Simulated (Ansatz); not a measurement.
## Geometry relaxation of PtS$_{2}$ (part 2 of 2)

The same run, continued: PtS$_{2}$ (P-3m1, 3 atoms in the cell); DFT, PBEsol, plane waves, PAW, no spin polarisation (Ansatz 0.2.0); cutoff 420 eV, 6×6×4 k-mesh, Fermi–Dirac smearing of 0.03 eV. The structure was built on a prototype by a generator.

Geometry of the input (Å; fractional positions):
```
3.6207  0.0000  0.0000
-1.8104  3.1356  0.0000
0.0000  0.0000  5.8600
Pt 0.0000  0.0000  0.0000
S  0.3333  0.6667  0.2511
S  0.6667  0.3333  0.7489
```

## Output, continued
```
SCF iter   1: F=—  HF=-14154.879643 eV  |F-HF|=—  |Δ(HF+E_count)|=         —  Δρ=1.41e-3  dr2=4.63e-4  ethr=1.75e-6  ⟨swp⟩=2.3  Hψ=2956  notcnv=0
preconditioner: auto → Resta (q_TF=auto, 2.476 Å⁻¹)  ε∞=7.1  [insulator: Δε(μ)=0.428 eV  Ē_g=9.643 eV  σ=0.030 eV  W_gap=1.00  n_scr=20 (ndim 8)  ℏωp=23.8 eV  f_vac=0.007  D(μ)=0.00/eV (n_scr^D=0)  ε∞_Penn≈7.1]
SCF iter   2: F=—  HF=-14154.879570 eV  |F-HF|=—  |Δ(HF+E_count)|=   7.27e-5  Δρ=7.73e-4  dr2=1.43e-4  ethr=1.54e-6  ⟨swp⟩=1.0  Hψ=456  notcnv=0
SCF iter   3: F=—  HF=-14154.879549 eV  |F-HF|=—  |Δ(HF+E_count)|=   2.12e-5  Δρ=6.13e-5  dr2=2.06e-6  ethr=4.76e-7  ⟨swp⟩=2.4  Hψ=685  notcnv=0
iter 4 did not close the SCF: its close was put off for the readings that it lacked (scf_convergence_deferred on its scf_iter line)
SCF iter   4: F=-14154.879550 eV  HF=-14154.879550 eV  |F-HF|=6.97e-8  |Δ(HF+E_count)|=   3.45e-7  Δρ=1.40e-5  dr2=8.52e-8  ethr=6.85e-9  ⟨swp⟩=2.4  Hψ=693  notcnv=0
iter 5 did not close the SCF: its close was put off for the readings that it lacked (scf_convergence_deferred on its scf_iter line)
SCF iter   5: F=-14154.879550 eV  HF=-14154.879550 eV  |F-HF|=4.34e-9  |Δ(HF+E_count)|=   7.62e-8  Δρ=2.92e-6  dr2=5.31e-9  ethr=2.84e-10  ⟨swp⟩=2.3  Hψ=677  notcnv=0
SCF iter   6: F=-14154.879550 eV  HF=-14154.879550 eV  |F-HF|=2.38e-10  |Δ(HF+E_count)|=   5.27e-9  Δρ=6.27e-7  dr2=2.05e-10  ethr=1.77e-11  ⟨swp⟩=2.0  Hψ=1407  notcnv=0
SCF 7 converged in 6 iterations: F = -14154.879550 eV  dr2 = 2.05e-10
relax step   7: F+E_penalty+E_count = -14154.87954965 eV  Δ(F+E_penalty+E_count) = -1.404e-3 eV  max|allowed force component| = 1.626e-2 eV/Å  Δτ_max = 0.0186 Å  P = +0.067 GPa  Ω = 53.674 Å³  energy of the carried Pulay correction = +1.596e-3 eV  (6 SCF iters, dr2 threshold 3.00e-7 eV, accepted)
Crystal: 3 atoms, lattice volume = 53.420 Å³
iter 1 solved again at ethr=6.33e-7 eV; its pass at ethr=3.10e-3 eV (dr2=1.90e-4 eV) is discarded
SCF iter   1: F=—  HF=-14154.879730 eV  |F-HF|=—  |Δ(HF+E_count)|=         —  Δρ=6.46e-4  dr2=9.53e-5  ethr=6.33e-7  ⟨swp⟩=3.2  Hψ=2746  notcnv=0
preconditioner: auto → Resta (q_TF=auto, 2.478 Å⁻¹)  ε∞=7.1  [insulator: Δε(μ)=0.379 eV  Ē_g=9.643 eV  σ=0.030 eV  W_gap=0.99  n_scr=20 (ndim 8)  ℏωp=23.8 eV  f_vac=0.006  D(μ)=0.00/eV (n_scr^D=0)  ε∞_Penn≈7.1]
SCF iter   2: F=—  HF=-14154.879724 eV  |F-HF|=—  |Δ(HF+E_count)|=   6.47e-6  Δρ=3.55e-4  dr2=2.97e-5  ethr=3.18e-7  ⟨swp⟩=1.0  Hψ=456  notcnv=0
SCF iter   3: F=—  HF=-14154.879719 eV  |F-HF|=—  |Δ(HF+E_count)|=   4.37e-6  Δρ=2.56e-5  dr2=5.04e-7  ethr=9.90e-8  ⟨swp⟩=2.3  Hψ=718  notcnv=0
SCF iter   4: F=—  HF=-14154.879720 eV  |F-HF|=—  |Δ(HF+E_count)|=   1.07e-6  Δρ=8.64e-6  dr2=2.59e-8  ethr=1.68e-9  ⟨swp⟩=2.4  Hψ=661  notcnv=0
iter 5 did not close the SCF: its close was put off for the readings that it lacked (scf_convergence_deferred on its scf_iter line)
SCF iter   5: F=-14154.879720 eV  HF=-14154.879720 eV  |F-HF|=1.50e-9  |Δ(HF+E_count)|=   1.38e-8  Δρ=1.86e-6  dr2=2.13e-9  ethr=8.64e-11  ⟨swp⟩=2.6  Hψ=755  notcnv=0
SCF iter   6: F=-14154.879720 eV  HF=-14154.879720 eV  |F-HF|=8.73e-11  |Δ(HF+E_count)|=   1.81e-9  Δρ=4.13e-7  dr2=1.16e-10  ethr=7.10e-12  ⟨swp⟩=2.0  Hψ=1366  notcnv=0
SCF 8 converged in 6 iterations: F = -14154.879720 eV  dr2 = 1.16e-10
relax step   8: F+E_penalty+E_count = -14154.87972025 eV  Δ(F+E_penalty+E_count) = -1.706e-4 eV  max|allowed force component| = 1.191e-3 eV/Å  Δτ_max = 0.0081 Å  P = +0.000 GPa  Ω = 53.420 Å³  energy of the carried Pulay correction = +1.631e-3 eV  (6 SCF iters, dr2 threshold 2.30e-8 eV, accepted)
Basis set: ecut = 420 eV, 1019 PW (Γ), exchange–correlation on 48×48×72 points (8 copies of the dense FFT grid, shifted against one another)
Initial wavefunctions: pseudopotential atomic-orbital guess (no wavefunctions were taken with the density)
iter 1 solved again at ethr=1.20e-7 eV; its pass at ethr=3.10e-3 eV (dr2=3.59e-5 eV) is discarded
SCF iter   1: F=—  HF=-14154.878122 eV  |F-HF|=—  |Δ(HF+E_count)|=         —  Δρ=3.08e-4  dr2=6.35e-6  ethr=1.20e-7  ⟨swp⟩=3.0  Hψ=3540  notcnv=0
preconditioner: auto → Resta (q_TF=auto, 2.478 Å⁻¹)  ε∞=7.1  [insulator: Δε(μ)=0.380 eV  Ē_g=9.644 eV  σ=0.030 eV  W_gap=0.99  n_scr=20 (ndim 8)  ℏωp=23.8 eV  f_vac=0.007  D(μ)=0.00/eV (n_scr^D=0)  ε∞_Penn≈7.1]
SCF iter   2: F=—  HF=-14154.878141 eV  |F-HF|=—  |Δ(HF+E_count)|=   1.89e-5  Δρ=1.57e-4  dr2=1.52e-6  ethr=2.12e-8  ⟨swp⟩=1.0  Hψ=465  notcnv=0
SCF iter   3: F=—  HF=-14154.878140 eV  |F-HF|=—  |Δ(HF+E_count)|=   1.54e-6  Δρ=8.57e-6  dr2=5.98e-9  ethr=5.08e-9  ⟨swp⟩=3.0  Hψ=811  notcnv=0
SCF iter   4: F=—  HF=-14154.878140 eV  |F-HF|=—  |Δ(HF+E_count)|=   9.72e-9  Δρ=1.28e-6  dr2=3.90e-10  ethr=1.99e-11  ⟨swp⟩=2.2  Hψ=807  notcnv=0
iter 5 did not close the SCF: its close was put off for the readings that it lacked (scf_convergence_deferred on its scf_iter line)
SCF iter   5: F=-14154.878140 eV  HF=-14154.878140 eV  |F-HF|=1.82e-12  |Δ(HF+E_count)|=  9.09e-11  Δρ=1.28e-7  dr2=9.65e-12  ethr=1.30e-12  ⟨swp⟩=2.2  Hψ=737  notcnv=0
SCF iter   6: F=-14154.878140 eV  HF=-14154.878140 eV  |F-HF|=0.00e0  |Δ(HF+E_count)|=  7.28e-12  Δρ=1.96e-8  dr2=1.73e-13  ethr=1.00e-12  ⟨swp⟩=4.0  Hψ=1917  notcnv=0
SCF 9 converged in 6 iterations: F = -14154.878140 eV  dr2 = 1.73e-13
relax step   9: F+E_penalty+E_count = -14154.87813959 eV  Δ(F+E_penalty+E_count) = +1.581e-3 eV  max|allowed force component| = 1.243e-3 eV/Å  Δτ_max = 0.0000 Å  P = +0.005 GPa  Ω = 53.420 Å³  stress off target by 1.74e-2 GPa  SCF on the basis re-selected at this cell (its energy is not comparable with the rows above)  (6 SCF iters)
```

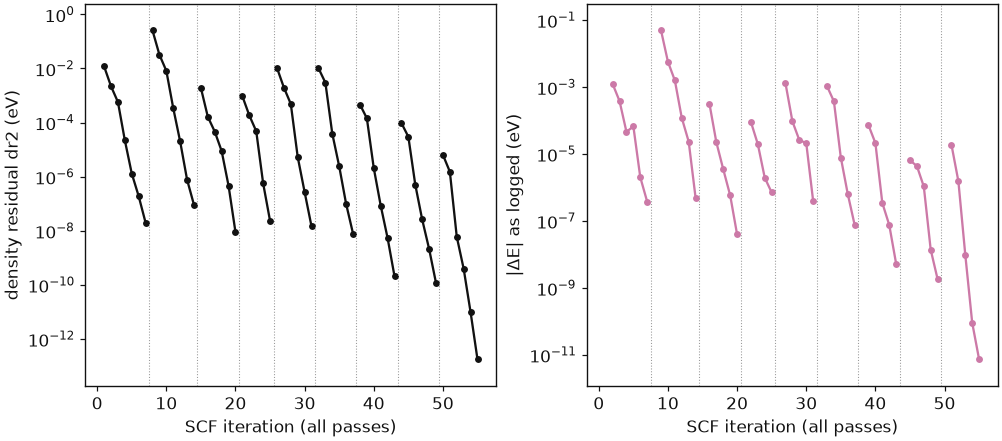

Fig. 1: Convergence of the self-consistent field: density residual dr2 and size of the energy change against the SCF iteration. The dotted lines part the SCF passes of the relaxation: geometry steps, rejected trials and re-solves on a re-selected basis. The 9 passes take 5 to 7 iterations each, 55 in all.

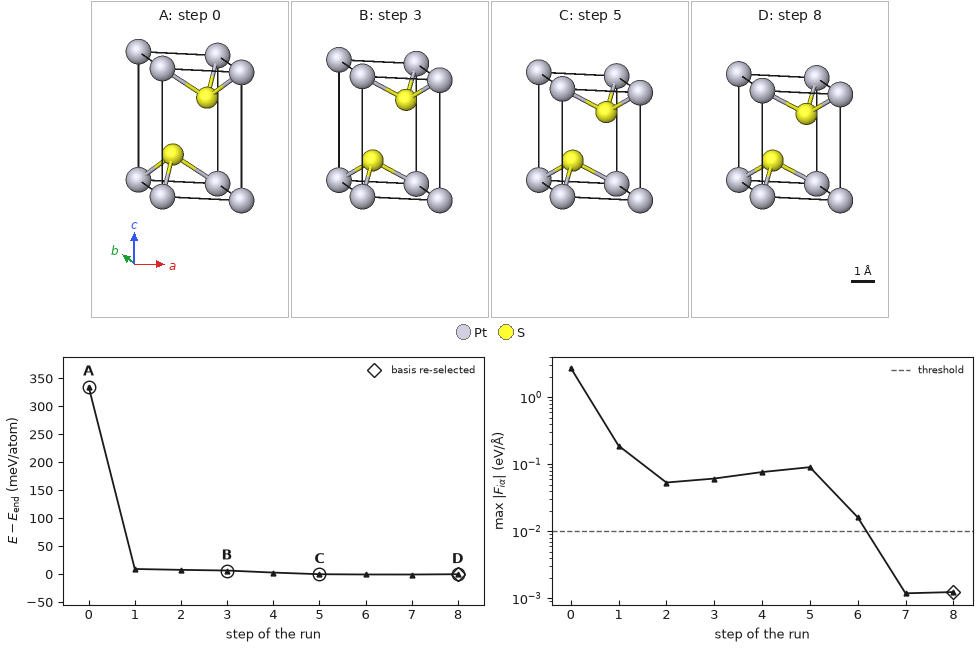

Fig. 2: Frames of the relaxation (ball-and-stick view of the cell of the calculation, seen slightly off an axis) above the curves, on which the letters mark them (the first geometry is step 0 here and step 1 in the log).

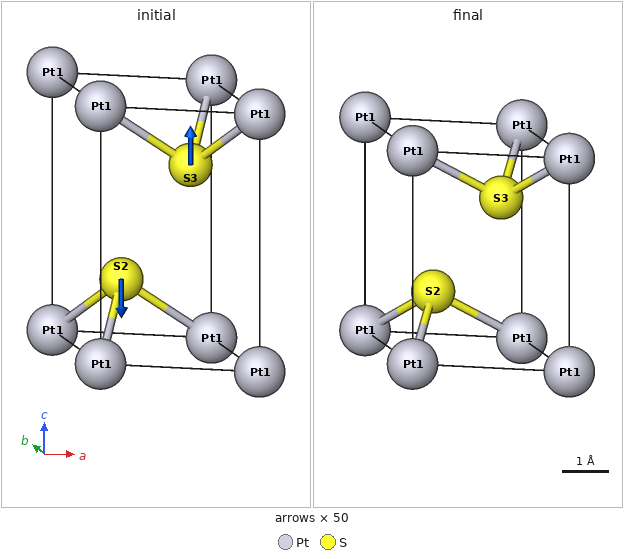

Fig. 3: Before (left) and after (right) the relaxation, at one scale (ball-and-stick view of the cell of the calculation, seen slightly off an axis). The blue arrows give the displacements (without the part carried along by the change of the cell), magnified 50 times. After 7 geometry steps the energy has fallen by 336 meV per atom. Largest force component: 2.8 eV/Å at the start, 0.0012 eV/Å at the end. Pressure: −17.34 GPa at the start and 0.01 GPa at the end. The largest moves relative to the cell, 0.018 Å, are those of S2 and S3. Pt stays in place. The volume changes by −19.7 %, with a = b 3.621 → 3.567 Å (−1.5 %), c 5.860 → 4.847 Å (−17.3 %). Among the contacts that change: Pt1–S2 2.556 → 2.383 Å. Among the angles that change: Pt1–S3–Pt1 90.2° → 96.9°, S2–Pt1–S3 89.8° → 83.1°, S2–Pt1–S2 90.2° → 96.9°. The space group stays P-3m1 (No. 164). A last SCF at the same geometry on a re-selected plane-wave basis shifts the energy by +0.5 meV per atom. (Atoms are counted from 1 in the order of the input.)

```
basis re-selected at this cell: Δ(F+E_penalty+E_count) = +1.581e-3 eV, ΔP = +0.005 GPa vs the last step (what re-selecting the basis moved, of the pressure what is left beyond the Pulay correction that the steps carried, after the strain that the cell walked since its last selection, with what the two solves' SCF thresholds leave and, on support functions, any second-order correction that the steps lacked; it is no measure of the basis error at this ecutwfc). The dense FFT grid was sized anew with the basis: this SCF ran on 24×24×36 points, the steps before it on 25×25×40, so part of this shift can come from that change (see relax.cell in the input reference). This SCF's stress stands 1.74e-2 GPa from its target on what of the cell is left free (relax.cell.stress_tol is 5.00e-2 GPa) and its largest allowed force component is 1.24e-3 eV/Å (relax.f_tol is 1.00e-2 eV/Å): within both
SCF converged after 6 iterations
Free energy (F): -14154.878140 eV
Harris-Foulkes:  -14154.878140 eV  (|F-HF|=0.00e0)
Internal energy: -14154.878107 eV  (E = F + TS)
E sigma→0 (E₀):  -14154.878124 eV
Entropy (-TS):   -0.000032 eV (-0.011 meV/atom)
Fermi energy:    11.758764 eV
--- Per-component energies (eV) ---
  E_band       = -307.068272
  E_kinetic    = 850.544325
  E_local      = -2928.270555  (includes V_loc(G=0)·N_el)
  E_nonlocal   = 258.823854
  E_hartree    = 1144.861101
  E_xc         = -452.755362
  E_vxc        = -477.434951  (∫ρ·V_xc dr)
  E_paw        = -10484.043384  (= ΣΔE_a)
  E_vpaw       = -300.453322  (= ΣTr[D̂ρ^β])
  E_aug_tail   = 0.000179  (compensation charges beyond the density's cutoff)
  E_ewald      = -2544.449144
  E_core_change = 0.410880  (= ΣΔE_core)
  E_smearing   = -0.000032  (= −TS)
  E_closure    = -0.000000  (closes the sum)
  Σ components = -14154.878140   (vs F -14154.878140, Δ=0.00e0)
--- Forces (eV/Å), atoms counted from 1 ---
  atom   1  Pt     0.00000000     0.00000000     0.00000000
  atom   2  S     -0.00000000    -0.00000000     0.00124333
  atom   3  S      0.00000000     0.00000000    -0.00124333
  max |Σ_I F_I| component: 9.25e-18 eV/Å
--- Stress (GPa, compression-positive) ---
        0.016469      -0.000000       0.000000
       -0.000000       0.016469      -0.000000
        0.000000      -0.000000      -0.017352
  P = ⅓ Tr σ = 0.0052 GPa (0.052 kbar)
--- Relaxed structure (8 steps of the walk, 8 accepted, 1 SCFs on fresh bases) ---
  F+E_penalty+E_count = -14154.87813959 eV   max|allowed force component| = 1.243e-3 eV/Å   (the final SCF, on the basis selected at the relaxed cell)
  cell:  # Å, volume = 53.4200 Å³
    - [3.567201327100276, -1.2390707265841238e-32, 1.416900321603141e-32]
    - [-1.783600663550138, 3.0892869696824024, -1.0065242514425411e-32]
    - [1.504033066314516e-32, 2.970929513707684e-33, 4.8474976574686695]
  atoms:
    - { symbol: Pt, position: [-1.2905830085331029e-33, 3.8131923777033826e-34, 3.3549938586323434e-18] }
    - { symbol: S, position: [0.33333333333333326, 0.6666666666666665, 0.24735948271249117] }
    - { symbol: S, position: [0.6666666666666666, 0.33333333333333326, 0.7526405172875089] }
```

## Trajectory as extended XYZ (Å, eV, eV/Å), 9 frames, from step=1 to step=9
```
3
Lattice="3.6207 0.0000 0.0000 -1.8104 3.1356 0.0000 0.0000 0.0000 5.8600" Properties=species:S:1:pos:R:3:forces:R:3 step=1 energy=-14153.87144 pressure_GPa=-17.34
Pt    0.0000    0.0000    0.0000    0.0000   0.0000   0.0000
S     0.0000    2.0904    1.4712    0.0000   0.0000  -2.7703
S     1.8104    1.0452    4.3887    0.0000   0.0000   2.7703
3
Lattice="3.5394 0.0000 0.0000 -1.7697 3.0652 0.0000 0.0000 0.0000 5.6545" Properties=species:S:1:pos:R:3:forces:R:3 step=2 energy=-14154.85004 pressure_GPa=-1.25
Pt    0.0000    0.0000    0.0000    0.0000   0.0000   0.0000
S     0.0000    2.0435    1.2316    0.0000   0.0000  -0.1907
S     1.7697    1.0217    4.4229    0.0000   0.0000   0.1907
3
Lattice="3.5363 0.0000 0.0000 -1.7681 3.0625 0.0000 0.0000 0.0000 5.5967" Properties=species:S:1:pos:R:3:forces:R:3 step=3 energy=-14154.85475 pressure_GPa=0.30
Pt    0.0000    0.0000    0.0000    0.0000   0.0000   0.0000
S     0.0000    2.0417    1.2145    0.0000   0.0000   0.0536
S     1.7681    1.0208    4.3822    0.0000   0.0000  -0.0536
3
Lattice="3.5417 0.0000 0.0000 -1.7709 3.0672 0.0000 0.0000 0.0000 5.5032" Properties=species:S:1:pos:R:3:forces:R:3 step=4 energy=-14154.85837 pressure_GPa=0.19
Pt    0.0000    0.0000    0.0000    0.0000   0.0000   0.0000
S     0.0000    2.0448    1.2108    0.0000   0.0000   0.0615
S     1.7709    1.0224    4.2924    0.0000   0.0000  -0.0615
3
Lattice="3.5480 0.0000 0.0000 -1.7740 3.0726 0.0000 0.0000 0.0000 5.2202" Properties=species:S:1:pos:R:3:forces:R:3 step=5 energy=-14154.86932 pressure_GPa=0.36
Pt    0.0000    0.0000    0.0000    0.0000   0.0000   0.0000
S     0.0000    2.0484    1.2061    0.0000   0.0000   0.0769
S     1.7740    1.0242    4.0141    0.0000   0.0000  -0.0769
3
Lattice="3.5595 0.0000 0.0000 -1.7798 3.0827 0.0000 0.0000 0.0000 4.9310" Properties=species:S:1:pos:R:3:forces:R:3 step=6 energy=-14154.87815 pressure_GPa=0.61
Pt    0.0000    0.0000    0.0000    0.0000   0.0000   0.0000
S     0.0000    2.0551    1.1973    0.0000   0.0000   0.0909
S     1.7798    1.0276    3.7337    0.0000   0.0000  -0.0909
3
Lattice="3.5654 0.0000 0.0000 -1.7827 3.0877 0.0000 0.0000 0.0000 4.8755" Properties=species:S:1:pos:R:3:forces:R:3 step=7 energy=-14154.87955 pressure_GPa=0.07
Pt    0.0000    0.0000    0.0000    0.0000   0.0000   0.0000
S     0.0000    2.0585    1.1993    0.0000   0.0000   0.0163
S     1.7827    1.0292    3.6762    0.0000   0.0000  -0.0163
3
Lattice="3.5672 0.0000 0.0000 -1.7836 3.0893 0.0000 0.0000 0.0000 4.8475" Properties=species:S:1:pos:R:3:forces:R:3 step=8 energy=-14154.87972 pressure_GPa=0.00
Pt    0.0000    0.0000    0.0000    0.0000   0.0000   0.0000
S     0.0000    2.0595    1.1991    0.0000   0.0000   0.0012
S     1.7836    1.0298    3.6484    0.0000   0.0000  -0.0012
3
Lattice="3.5672 0.0000 0.0000 -1.7836 3.0893 0.0000 0.0000 0.0000 4.8475" Properties=species:S:1:pos:R:3:forces:R:3 step=9 energy=-14154.87814 pressure_GPa=0.01
Pt    0.0000    0.0000    0.0000    0.0000   0.0000   0.0000
S     0.0000    2.0595    1.1991    0.0000   0.0000   0.0012
S     1.7836    1.0298    3.6484    0.0000   0.0000  -0.0012
```
